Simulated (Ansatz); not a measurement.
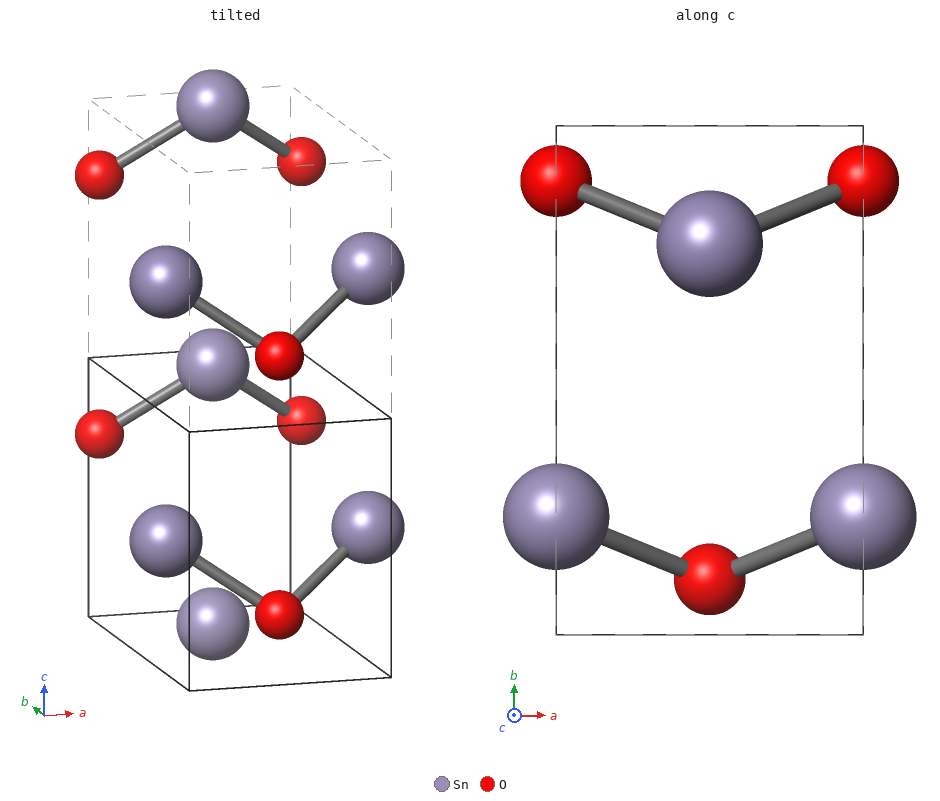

The figure gives a ball-and-stick picture of the atoms, viewed slightly off an axis and along the c axis. A 1×1×2 array of cells is drawn; the conventional unit cell has the solid edges. Cell: a = 3.355 Å, b = 5.561 Å, c = 4.222 Å, α = 90.00°, β = 90.00°, γ = 90.00°.

In words:

- The structure is one of SnO.
- It belongs to space group Pmn2_1 (No. 31) and has a primitive orthorhombic lattice.
- Counting shared atoms by their share gives 2 Sn, 2 O, or 4 atoms.
- The neighbours of Sn are three O in a trigonal pyramidal arrangement at about 2.1 Å. The coordination shell of O holds three Sn at about 2.1 Å.
- The bonds build SnO layers parallel to (010).

The structure was taken from a structure listed in the Materials Project. The cell was then strained or its atoms displaced on purpose. A calculation with Ansatz used it as input.
